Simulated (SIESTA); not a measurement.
## Energy of Sb along an even scaling of the cell

System: Sb (R-3m, 2 atoms in the cell).
Method: Kohn-Sham DFT of a periodic cell, LDA, PseudoDojo 0.4 standard, converted to PSML, no spin polarisation (SIESTA 5.4.2).

The 7 runs differ only in the geometry, by an even scaling of the cell at fixed fractional positions. The structure derives from an entry of the Crystallography Open Database.

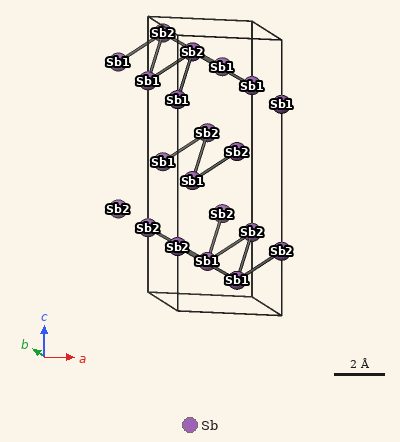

Figure 1. The structure of run 4 (ball-and-stick view of the cell 3 times as large as that of the calculation, set on its symmetry axes, repeated 1 × 2 × 1, seen slightly off an axis; atoms are numbered from 1 in the order of the input). An atom can appear more than once, as a periodic image.

**Input of run 4**
```
SystemName                      Antimony
SystemLabel                     Sb
NumberOfSpecies                 1
NumberOfAtoms                   2
%block ChemicalSpeciesLabel
  1  51 Sb
%endblock ChemicalSpeciesLabel

LatticeConstant                 1.0 Ang
%block LatticeVectors
     2.1542000000     1.2437279499     3.7580000000
    -2.1542000000     1.2437279499     3.7580000000
     0.0000000000    -2.4874558998     3.7580000000
%endblock LatticeVectors
AtomicCoordinatesFormat         Fractional
%block AtomicCoordinatesAndAtomicSpecies
     0.7665100000     0.7665100000     0.7665100000  1  Sb
     0.2334900000     0.2334900000     0.2334900000  1  Sb
%endblock AtomicCoordinatesAndAtomicSpecies

%block kgrid.MonkhorstPack
    8   0   0  0.0
    0   8   0  0.0
    0   0   8  0.0
%endblock kgrid.MonkhorstPack
XC.Functional                   LDA
XC.Authors                      PW92
PAO.BasisSize                   DZP
PAO.EnergyShift                 0.003 Ry
Mesh.Cutoff                     500 Ry
OccupationFunction              FD
ElectronicTemperature           0.05 eV
MaxSCFIterations                120
SCF.MustConverge                false
SCF.Mixer.Method                Pulay
SCF.Mixer.Weight                0.25
SCF.Mixer.History               8
SCF.DM.Tolerance                5.0e-05
SCF.H.Tolerance                 1.0e-03 eV
WriteForces                     true
Charge.Mulliken                 end
BandLinesScale                  ReciprocalLatticeVectors
%block BandLines
    1    0.000000   0.000000   0.000000  \Gamma
   11    0.500000   0.000000   0.000000  L
    9    0.500000   0.239687  -0.239687  B1
    1    0.760313   0.500000   0.239687  B
   10    0.500000   0.500000   0.500000  Z
   11    0.000000   0.000000   0.000000  \Gamma
   14    0.369844   0.000000  -0.369844  X
    1    0.630156   0.369844   0.000000  Q
    5    0.500000   0.500000   0.000000  F
    4    0.630156   0.630156   0.239687  P1
    8    0.500000   0.500000   0.500000  Z
    1    0.500000   0.000000   0.000000  L
    8    0.760313   0.369844   0.369844  P
%endblock BandLines
%block PAO.Basis
  Sb 4
  n=5 0 2
    5.972 0.000
  n=5 1 2
    7.827 0.000
  n=4 2 2
    3.490 0.000
  n=5 2 1
    7.827
%endblock PAO.Basis
```

Command:
```bash
siesta < Sb.fdf > Sb.out 2>&1
```

Run 5 has the same physical settings and fractional positions; its lattice vectors (Å) are:
```
   2.168467    1.251965    3.782888
  -2.168467    1.251965    3.782888
   0.000000   -2.503930    3.782888
```

**Results, with one run withheld**

| run | volume per atom (Å³) | free energy per atom, from the lowest run given (meV) | pressure (GPa) |
| --- | --- | --- | --- |
| 1 | 28.393 | 18.58 | 3.83 |
| 2 | 28.998 | 7.14 | 2.28 |
| 3 | 29.602 | 1.16 | 0.93 |
| 4 | 30.206 | 0.00 | −0.30 |
| 5 | 30.810 | ? | ? |
| 6 | 31.414 | 10.33 | −2.36 |
| 7 | 32.018 | 20.98 | −3.27 |

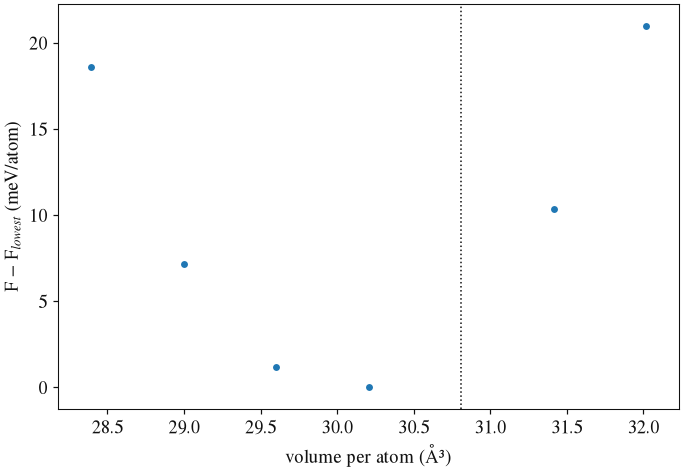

Figure 2. Free energy per atom of the runs given; the dotted line marks run 5.

Fit the runs given and predict run 5.

A cubic polynomial in V^(−2/3) (the Birch–Murnaghan form), fitted to the 6 runs given, misses them by at most 0.01 meV per atom. With x = V^(−2/3) − 0.10344 Å⁻², it reads F = −0.13852 − 21.67 x + 1.1639e+06 x² + 1.8492e+06 x³ (meV per atom). At run 5 it gives 3.21 meV per atom, and the run itself gives 3.18. The slope of the fit gives a pressure −dF/dV of −1.39 GPa there, and the run prints −1.37 GPa. The fit has its minimum at 30.054 Å³ per atom, where V d²F/dV² gives 59 GPa. Cell shape and fractional positions are held, so this is the stiffness under even scaling; the relaxed bulk modulus wasn't computed.

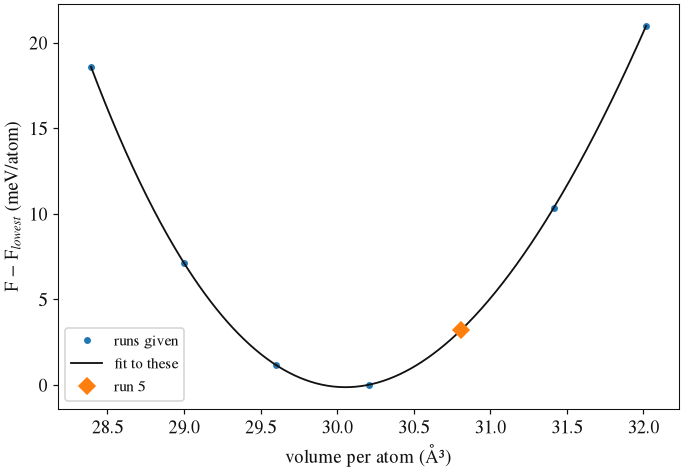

Figure 3. The fit and the withheld run.

**Some lines of the output (run 5)**
```
[...]
outcell: Cell volume (Ang**3)        :     61.6197
stepf: Fermi-Dirac step function
siesta: Etot    =     -4937.455390
siesta: FreeEng =     -4937.458560
        iscf     Eharris(eV)        E_KS(eV)     FreeEng(eV)     dDmax    Ef(eV) dHmax(eV)
siesta: E_KS(eV) =            -4937.5054
siesta: E_KS - E_eggbox =     -4937.5054
siesta: Etot    =     -4937.505359
siesta: FreeEng =     -4937.507741
siesta:         Fermi =      -4.077405
siesta: Cell volume =         61.619705 Ang**3
    Orbital volume contribution        =           2.231283 eV
```

Notes: Points of doubt noted for this run: mulliken charges of long orbitals. With a small basis of atomic orbitals these values can differ much from converged plane-wave results.
